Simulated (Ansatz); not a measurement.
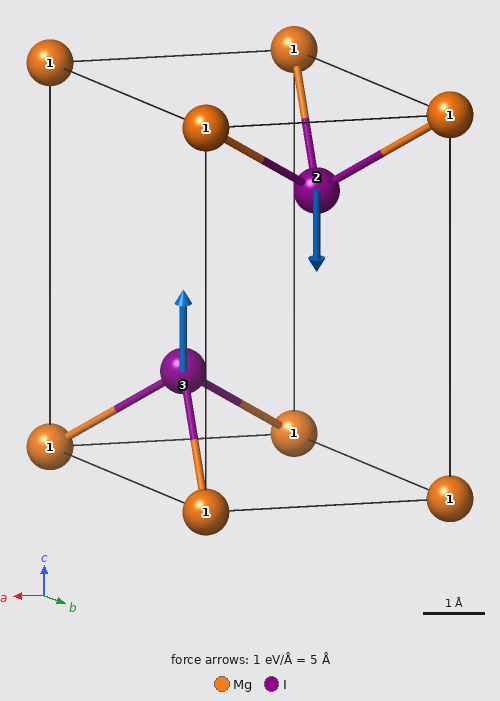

A changed version of a crystal of MgI$_{2}$ (set up in P-3m1), with the computed forces as blue arrows. Besides, all lengths are scaled by −2.0 % (volume −6.0 %). The picture is a ball-and-stick view of the cell of the calculation, seen from a free direction.

Computed with Ansatz, DFT, PBEsol, all-electron PAW with datasets made for the crystal, scalar-relativistic. Settings: plane-wave cutoff 260 eV; k-point mesh 7 × 7 × 4; occupations fermi dirac; smearing width 0.03 eV; no spin polarisation.

Question: Where do the forces point?

Answer: The atoms keep their fractional coordinates. No relaxation follows. It costs 10.3 meV per atom. The pressure goes from −0.2 to 1.9 GPa. The principal stresses (compression positive) are 2.1 GPa along c and 1.8 GPa across it. The largest forces, 0.29 eV/Å, act on I2 and I3; on I2 it points along −c. Near-neighbour distances before and after: I–Mg 2.918 → 2.859 Å. The space group stays P-3m1 (No. 164).

Limits of the set-up: layers or molecules are held without a dispersion correction, so their spacing is unreliable.
